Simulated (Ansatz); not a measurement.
**Where Ga_i (6-fold void) puts its levels in the gap of GaN (P6_3mc)**

Aim: at which Fermi levels does Ga_i (6-fold void) in GaN (P6_3mc) change its charge? The model is a cell of 72 host atoms with 1 Ga put in.

Method: place-levels on r2SCAN runs: charge-transition levels and formation energies with image-charge correction and potential alignment at the atomic sites, in Ansatz 0.2.0.

Experimental background.

For GaN, wurtzite (literature experimental value, sample not described, 2 K), “On the origin of Blue Luminescence in Mg doped GaN” (2017, arxiv:1708.04036) quotes earlier work: band gap (band gap at 2 K) 3.51 eV [Literature value quoted for comparison without method or sample details; may be an …].

### 1. Set-up

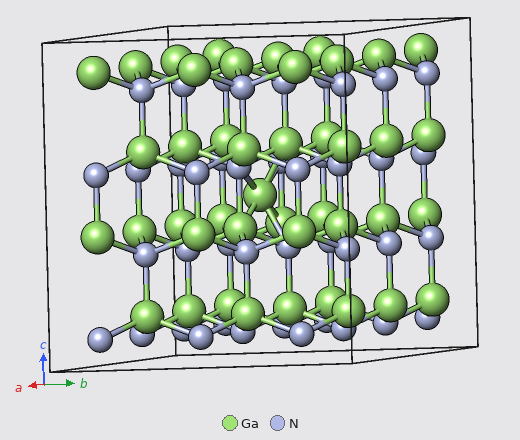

Start, viewed slightly off an axis; gallium green, nitrogen light blue. Some periodic images of atoms are drawn too.

The cell holds 73 atoms: 37 Ga and 36 N. Its edges and angles: a = 9.549 Å, b = 9.549 Å, c = 10.367 Å, α = 90.0°, β = 90.0°, γ = 120.0°. It derives from GaN (space group P6_3mc). Nearest the centre at fractional (0.721, 0.776, 0.344): Ga73 at 0.00 Å, N67 at 1.87 Å, Ga65 at 1.87 Å, Ga41 at 1.87 Å, N43 at 1.87 Å, N68 at 1.87 Å, Ga66 at 1.87 Å, N35 at 2.91 Å.

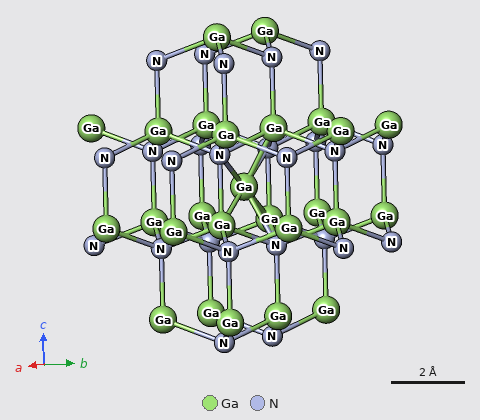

The atoms within 5 Å of the centre.

Structure file:

```xyz
73
Lattice="9.5493 0.0000 0.0000 -4.7746 8.2699 0.0000 0.0000 0.0000 10.3672" Properties=species:S:1:pos:R:3 pbc="T T T"
Ga    1.5915    0.9189    2.5872
Ga    0.0000    1.8378    5.1790
N     1.5915    0.9189    4.5403
N     0.0000    1.8378    1.9485
Ga    1.5915    0.9189    7.7707
Ga    0.0000    1.8378   10.3625
N     1.5915    0.9189    9.7238
N     0.0000    1.8378    7.1320
Ga    0.0000    3.6755    2.5872
Ga   -1.5915    4.5944    5.1790
N     0.0000    3.6755    4.5403
N    -1.5915    4.5944    1.9485
Ga    0.0000    3.6755    7.7707
Ga   -1.5915    4.5944   10.3625
N     0.0000    3.6755    9.7238
N    -1.5915    4.5944    7.1320
Ga   -1.5915    6.4321    2.5872
Ga   -3.1831    7.3510    5.1790
N    -1.5915    6.4321    4.5403
N    -3.1831    7.3510    1.9485
Ga   -1.5915    6.4321    7.7707
Ga   -3.1831    7.3510   10.3625
N    -1.5915    6.4321    9.7238
N    -3.1831    7.3510    7.1320
Ga    4.7746    0.9189    2.5872
Ga    3.1831    1.8378    5.1790
N     4.7746    0.9189    4.5403
N     3.1831    1.8378    1.9485
Ga    4.7746    0.9189    7.7707
Ga    3.1831    1.8378   10.3625
N     4.7746    0.9189    9.7238
N     3.1831    1.8378    7.1320
Ga    3.1831    3.6755    2.5872
Ga    1.5915    4.5944    5.1790
N     3.1831    3.6755    4.5403
N     1.5915    4.5944    1.9485
Ga    3.1831    3.6755    7.7707
Ga    1.5915    4.5944   10.3625
N     3.1831    3.6755    9.7238
N     1.5915    4.5944    7.1320
Ga    1.5915    6.4321    2.5872
Ga    0.0000    7.3510    5.1790
N     1.5915    6.4321    4.5403
N     0.0000    7.3510    1.9485
Ga    1.5915    6.4321    7.7707
Ga    0.0000    7.3510   10.3625
N     1.5915    6.4321    9.7238
N     0.0000    7.3510    7.1320
Ga    7.9577    0.9189    2.5872
Ga    6.3662    1.8378    5.1790
N     7.9577    0.9189    4.5403
N     6.3662    1.8378    1.9485
Ga    7.9577    0.9189    7.7707
Ga    6.3662    1.8378   10.3625
N     7.9577    0.9189    9.7238
N     6.3662    1.8378    7.1320
Ga    6.3662    3.6755    2.5872
Ga    4.7746    4.5944    5.1790
N     6.3662    3.6755    4.5403
N     4.7746    4.5944    1.9485
Ga    6.3662    3.6755    7.7707
Ga    4.7746    4.5944   10.3625
N     6.3662    3.6755    9.7238
N     4.7746    4.5944    7.1320
Ga    4.7746    6.4321    2.5872
Ga    3.1831    7.3510    5.1790
N     4.7746    6.4321    4.5403
N     3.1831    7.3510    1.9485
Ga    4.7746    6.4321    7.7707
Ga    3.1831    7.3510   10.3625
N     4.7746    6.4321    9.7238
N     3.1831    7.3510    7.1320
Ga    3.1831    6.4134    3.5637
```

Known beforehand: the electronic dielectric constant, (5.84, 5.84, 6.02), and the static one, (10.10, 10.10, 11.18), computed on the host (DFPT, PBEsol).

The cell's shortest repeat is 9.5 Å.

### 2. Charge states

A transition level is the Fermi level at which two charge states cost the same, so each charge needs its own total energy, at its own relaxed structure.

Random displacements of about 0.05 Å break the site symmetry at the start, so that the relaxation can reach a distorted minimum if there is one. Forces are taken at one point at (¼, ¼, ¼). The cell holds 1 electron fewer than the neutral one, with a uniform background that keeps it neutral on the whole.

One state's input; the others differ in charge, spin, start and seed, and in occupations where the table says so.

File qp1.relax/input.yaml:

```yaml
crystal:
  lattice:
    - [3.18308641, 0.0, 0.0]
    - [-1.5915432, 2.75663369, 0.0]
    - [0.0, 0.0, 5.18358056]
  atoms:
    - { symbol: Ga, position: [0.666667, 0.333333, 0.499108] }
    - { symbol: Ga, position: [0.333333, 0.666667, 0.999108] }
    - { symbol: "N", position: [0.666667, 0.333333, 0.875892] }
    - { symbol: "N", position: [0.333333, 0.666667, 0.375892] }
  supercell: [3, 3, 2]
  defects:
    - { interstitial: { symbol: Ga, position: [0.72109, 0.775513, 0.34375] } }
total_charge: 1
basis:
  ecutwfc: 500
  xc_grid: 2
hamiltonian:
  xc: r2scan
kpoints:
  mp_grid: { grid: [1, 1, 1], shift: [0.25, 0.25, 0.25] }
scf:
  occupations: { method: fixed }
  max_iter: 60
output:
  forces: true
  charged_corrections:
    epsilon: [5.84, 5.84, 6.02]
    static_epsilon: [10.1, 10.1, 11.18]
    defect_position: [0.72109, 0.775513, 0.34375]
relax:
  f_tol: 0.02
  max_steps: 60
  random_displacement: { amplitude: 0.05, seed: 1896 }
checkpoint:
  write: "../qp1.relax.run"
  compress: false
  write_wavefunctions: true
  write_every: 100000
```

The run is started by

```bash
$ ansatz run input.yaml --threads 32 --pin off --max-ram 84787MiB --backend cuda --events-out ev --progress --plain --runs-dir out --max-vram 78GiB
```

Defect states can disperse in a cell of this size, so the energy is taken again at a 2×2×2 shifted mesh, on the relaxed structure.

The run of this state that the levels use, under r2SCAN:

File qp1.semi/input.yaml:

```yaml
crystal:
  checkpoint: "../qp1.relax.run"
  host: checkpoint
total_charge: 1
basis:
  ecutwfc: 500
  xc_grid: 2
hamiltonian:
  xc: r2scan
kpoints:
  mp_grid: { grid: [2, 2, 2], shift: [0.5, 0.5, 0.5] }
scf:
  occupations: { method: fixed }
  max_iter: 60
output:
  forces: true
  charged_corrections:
    epsilon: [5.84, 5.84, 6.02]
    static_epsilon: [10.1, 10.1, 11.18]
    defect_position: [0.72109, 0.775513, 0.34375]
  eigenvalues: true
  eigenstates: { localisation: true }
checkpoint:
  read: "../qp1.relax.run"
  write: "../qp1.semi.run"
  compress: false
  write_wavefunctions: false
  write_every: 100000
```

Relaxations under r2SCAN at one point at (¼, ¼, ¼); times on 1 × NVIDIA GB200 with 32 threads of Arm Neoverse V2, shared host:

| charge | moment (μB) | occupations | outcome | steps | largest displacement against the far atoms (Å) | time |
| --- | --- | --- | --- | --- | --- | --- |
| 0 | 1 | fixed | converged | 15 | 1.63 | 21 s |
| +1 | 0 | fixed | converged | 13 | 0.85 | 12 s |
| +2 | 1 | fixed | converged | 9 | 0.94 | 13 s |
| +3 | 0 | fixed | converged | 7 | 0.91 | 8.3 s |

Single points under r2SCAN at a 2×2×2 shifted mesh; times on 1 × NVIDIA GB200 with 32 threads of Arm Neoverse V2, shared host:

| charge | moment (μB) | occupations | outcome | time |
| --- | --- | --- | --- | --- |
| 0 | 1 | fixed | converged | 9.7 s |
| +1 | 0 | fixed | converged | 3.5 s |
| +2 | 1 | fixed | converged | 9.7 s |
| +3 | 0 | fixed | converged | 3.7 s |

Relaxations under HSE06 at one point at (¼, ¼, ¼); times on 1 × NVIDIA GB200 with 32 threads of Arm Neoverse V2, shared host:

| charge | moment (μB) | occupations | outcome | steps | largest displacement against the far atoms (Å) | time |
| --- | --- | --- | --- | --- | --- | --- |
| 0 | 1 | fixed | converged | 3 | 1.63 | 32 s |
| +1 | 0 | fixed | converged | 3 | 0.85 | 18 s |
| +2 | 1 | fixed | converged | 3 | 0.94 | 27 s |
| +3 | 0 | fixed | converged | 3 | 0.91 | 16 s |

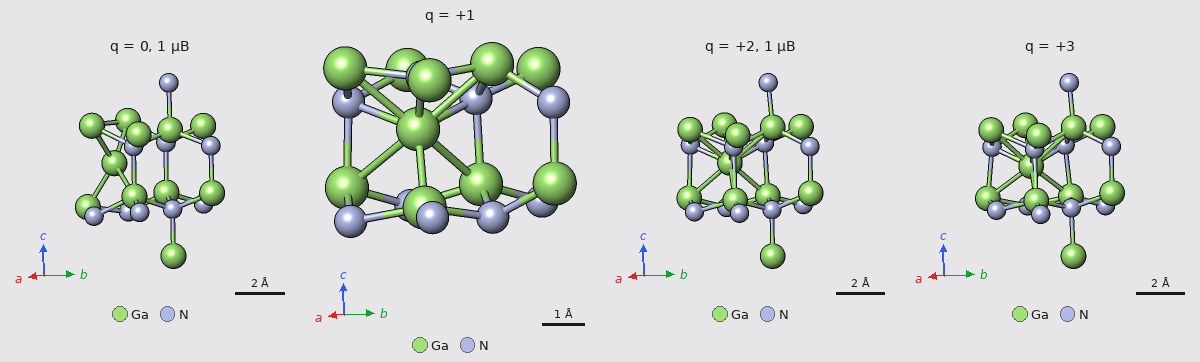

The structures near the centre after relaxation with HSE06, by charge.

Distances (Å) from Ga73 to the nearest atoms after relaxation with HSE06:

| charge | moment (μB) | 1. | 2. | 3. | 4. | 5. | 6. |
| --- | --- | --- | --- | --- | --- | --- | --- |
| 0 | 1 | N 1.88 | Ga 2.20 | N 2.41 | Ga 2.45 | N 2.45 | Ga 2.45 |
| +1 | 0 | N 1.89 | N 2.12 | N 2.13 | Ga 2.26 | Ga 2.44 | Ga 2.44 |
| +2 | 1 | N 1.95 | N 1.95 | N 1.95 | Ga 2.42 | Ga 2.42 | Ga 2.42 |
| +3 | 0 | N 1.93 | N 1.93 | N 1.93 | Ga 2.41 | Ga 2.42 | Ga 2.42 |

### 3. Placing the levels, r2SCAN

A charged cell interacts with its images and the background, and its potential has another zero than the host's. place-levels removes the first by a point-charge model, screened by the static dielectric constant since the ions have relaxed around the charge, and the second by comparing potentials at atoms far from the defect.

The host is a run of the defect-free crystal in the same cutoffs, grids and k-points, so that basis and sampling errors cancel in part in the differences. The host is run in a cell of 4 atoms on a matching mesh. Its band edges are searched through the zone by a band path, so the gap is smaller than, or equal to, that on the mesh. Chemical potentials are energies per atom of Ga (alpha-Ga (Cmce)), run with the same functional and cutoff.

File levels.semi.yaml:

```yaml
host:
  run: host.semi.run
states: [q0_M1.semi.run, qp1.semi.run, qp2_M1.semi.run, qp3.semi.run]
geometry_from:
  q0_M1.semi.run: q0_M1.relax.run
  qp1.semi.run: qp1.relax.run
  qp2_M1.semi.run: qp2_M1.relax.run
  qp3.semi.run: qp3.relax.run
  host.semi.run: host.relax.run
chemical_potentials:
  Ga:
    energy: -3790.266927
    dataset: "<sha256 of the dataset>"
```

The run is started by

```bash
$ ansatz place-levels levels.semi.yaml -- --threads 32 --pin off --max-ram 84787MiB
```

Numbers of over 12 decimals in the logs are rounded to 6 here.

The log of the run:

```text
[... repeated set-up lines and file paths are left out, and long positions are rounded to six places ...]
(+3/+2) 1.323 eV above the valence edge, 1.029 eV under the conduction edge
(+2/+1) 1.525 eV above the valence edge, 0.827 eV under the conduction edge
(+1/0) 2.937 eV above the valence edge (+3.210 eV without the band-filling correction), in the conduction band
formation energy of charge +3: +2.860 eV with the Fermi level at the valence edge
formation energy of charge +2: +4.183 eV with the Fermi level at the valence edge
formation energy of charge +1: +5.708 eV with the Fermi level at the valence edge
formation energy of charge 0: +8.645 eV with the Fermi level at the valence edge
  edges by r2scan, gap 2.351 eV; the host is sampled to repeats of 19.10 Å
  the defect's cells are sampled to repeats of 19.10 Å, like sampling
  charge +3: -154165.8338 eV with its correction of +2.552 eV, at epsilon [10.1, 10.1, 11.18], aligned at sites: +0.2207 eV, mean over 32 atomic sites at or beyond 4.77 Å from the defect at [0.7211, 0.7755, 0.3438], with +0.000355 for the charge's moments and [...]
  charge +2: -154155.0249 eV with its correction of +1.334 eV, at epsilon [10.1, 10.1, 11.18], aligned at sites: +0.2473 eV, mean over 32 atomic sites at or beyond 4.77 Å from the defect at [0.7211, 0.7755, 0.3438], with +0.000210 for the charge's moments and [...]
  charge +1: -154144.0139 eV with its correction of +0.457 eV, at epsilon [10.1, 10.1, 11.18], aligned at sites: +0.2467 eV, mean over 32 atomic sites at or beyond 4.77 Å from the defect at [0.7211, 0.7755, 0.3438], with -0.027419 for the charge's moments and [...]
  charge 0: +0.000 eV for its dipole among its images, +0.000 omitted
  of states[3] (qp3.semi.run): how wide its charge is, is not read beside other atoms or cores, and a band state would take no correction. [...]
  of states[2] (qp2_M1.semi.run): how wide its charge is, is not read beside other atoms or cores, and a band state would take no correction. [...]
  of states[1] (qp1.semi.run): how wide its charge is, is not read beside other atoms or cores, and a band state would take no correction. [...]
  of states[0] (q0_M1.semi.run): a band-filling correction moves a carrier to the host's band edge, which changes its energy by -0.272 eV; its displacements don't fall off away from the defect: farther atoms stand 0.058 Å off the host's places. [...]
```

The job ended after 0.27 s (32 threads of Arm Neoverse V2, shared host).

Levels between the charges placed, in eV above the valence top:

|  | gap (eV) | (+3/+2) | (+2/+1) | (+1/0) |
| --- | --- | --- | --- | --- |
| r2SCAN | 2.35 | 1.32 | 1.52 | 2.94 |

Corrections by state:

| charge | moment (μB) | image terms and alignment (eV) | band filling (eV) | ε used | over the lowest of its charge, as the program ranks them, band filling apart (eV) |
| --- | --- | --- | --- | --- | --- |
| +3 | 0.0 | 2.552 | - | principal values (10.10, 10.10, 11.18) | 0.000 |
| +2 | 1.0 | 1.334 | - | principal values (10.10, 10.10, 11.18) | 0.000 |
| +1 | 0.0 | 0.457 | - | principal values (10.10, 10.10, 11.18) | 0.000 |
| 0 | 1.0 | 0.000 | -0.272 | - | 0.000 |

From the program's caveats on the states, each cut to its opening words:

- charge +3, +2 (1 μB), +1: how wide its charge is, is not read beside other atoms or cores, and a band state would take no correction
- charge +3: the far atoms show a dipole or second moment of the defect's charge, for which the correction takes or leaves out 0.06 eV: further moments aren't read, and the [...]
- charge +2 (1 μB), 0 (1 μB): flagged: stability check not made
- charge +1: the far atoms show a dipole or second moment of the defect's charge, for which the correction takes or leaves out 0.051 eV: further moments aren't read, and [...]
- charge 0 (1 μB): a band-filling correction moves a carrier to the host's band edge, which changes its energy by -0.272 eV
- charge 0 (1 μB): its displacements don't fall off away from the defect: farther atoms stand 0.058 Å off the host's places

The host's formation energy from the elements is -0.655 eV per atom; it sets how far the chemical potentials can move.

Limit set by the element alone; other compounds of these elements are not counted. Chemical potentials from the elements' reference states: Ga 0.00 eV, N -1.31 eV. Formation energy by charge state (Ga-rich; gap 2.35 eV):

| charge | at valence top (eV) | at conduction bottom (eV) | correction included (eV) |
| --- | --- | --- | --- |
| +3 | 2.86 | 9.91 | 2.55 |
| +2 | 4.18 | 8.89 | 1.33 |
| +1 | 5.71 | 8.06 | 0.46 |
| 0 | 8.65 | 8.65 | -0.27 |

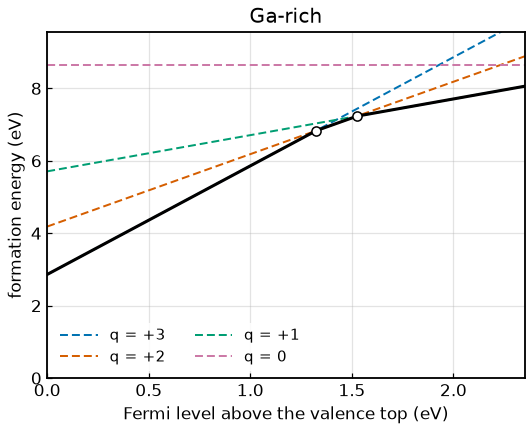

Formation energy against Fermi level; the thick line follows the lowest charge state and circles mark the transition levels.

Limit set by the element alone; other compounds of these elements are not counted. Chemical potentials from the elements' reference states: N 0.00 eV, Ga -1.31 eV. Formation energies (N-rich), with the Fermi level at the valence top and at the conduction bottom (gap 2.35 eV):

| charge | at valence top (eV) | at conduction bottom (eV) | correction included (eV) |
| --- | --- | --- | --- |
| +3 | 4.17 | 11.22 | 2.55 |
| +2 | 5.49 | 10.19 | 1.33 |
| +1 | 7.02 | 9.37 | 0.46 |
| 0 | 9.95 | 9.95 | -0.27 |

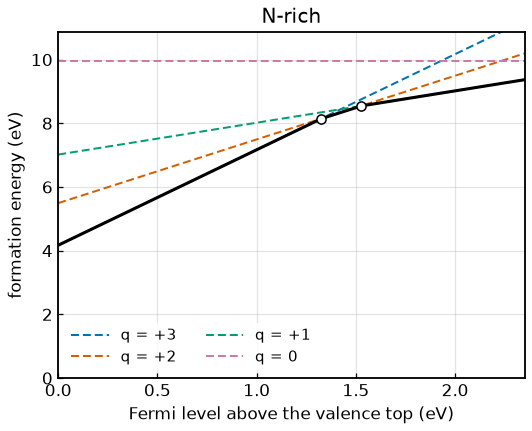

Formation energy against Fermi level; the thick line follows the lowest charge state and circles mark the transition levels.

### 4. Summary of results

```yaml
gap_of_the_host: 2.35 eV (r2SCAN)
level_plus_3_plus_2: 1.32 eV above the valence top
level_plus_2_plus_1: 1.52 eV above the valence top
level_plus_1_over_0: 2.94 eV above the valence top, past the conduction bottom (3.21 eV above the valence top without the band-filling term)
lowest_of_the_charges_placed_just_above_the_valence_top_0p02_ev: +3
lowest_of_the_charges_placed_just_below_the_conduction_bottom_0p02_ev: +1
lowest_formation_energy_at_mid_gap_of_the_charges_run_ga_rich: 6.39 eV
lowest_formation_energy_at_mid_gap_of_the_charges_run_n_rich: 7.70 eV
```

**Reading.** Of the charges placed (0, +1, +2 and +3), the lowest changes at 1.32 eV (+3/+2) and 1.52 eV (+2/+1) above the valence top, in a gap of 2.35 eV. (+3/+2) and (+2/+1) lie nearer to a band edge than the share of the finite-size correction in them (1.22 and 0.88 eV), and that correction holds for a localised charge alone. Charges above +3 and below 0 were not placed, so these runs say nothing of levels that involve them. States placed: +3 at 0 μB; +2 at 1 μB; +1 at 0 μB; 0 at 1 μB. Other spin states or structures, where not listed, weren't placed. The program finds carriers beyond a band edge of the host and adds a band-filling term at charge 0 (-0.27 eV); steps to such a charge show no bound level, and a defect level inside a band would be read the same way. Corrections reach 2.6 eV, so the cell is small for these charges and their levels are rough. At charge 0, +1, +2 and +3 the atom put in ends up to 1.6 Å from its starting place, so the name tells the start alone and the levels can join different sites. What this leaves open: r2SCAN makes the gap too small and tends to spread out bound carriers; where a gas molecule sets a chemical potential or the host's formation energy, its binding is uncorrected.

Calculation against experiment:

| quantity | measured | r2SCAN |
| --- | --- | --- |
| band gap (least gap of the host) (eV) | 3.51 | 2.35 (-1.16 eV) |

Measured values from arxiv:1708.04036 (2017).

How well it matches: The band gap is off by -1.16 eV: a clear miss. Local and semilocal functionals usually give gaps below the measured ones. Zero-point and thermal motion shift the measured gap.

[Logs are printed without paths, hosts, clocks, repeated set-up lines and the standing remarks that a program may print on its own settings, such as how far it seeks lower states.]

[Hosts, paths, dates, database ids (printed as entryN), source tags and the programs' standing remarks are cut or masked in the printed files.]

[Where a table of states has a column of steps, it counts the stored structures, which are thinned; the runs took as many ionic steps or more.]

[A defect's name tells the site on which it was built; relaxed atoms can leave that site.]

[For some hosts the program warned that the k-mesh of the response run may be too coarse for force constants and the static dielectric constant; such warnings are not shown here.]
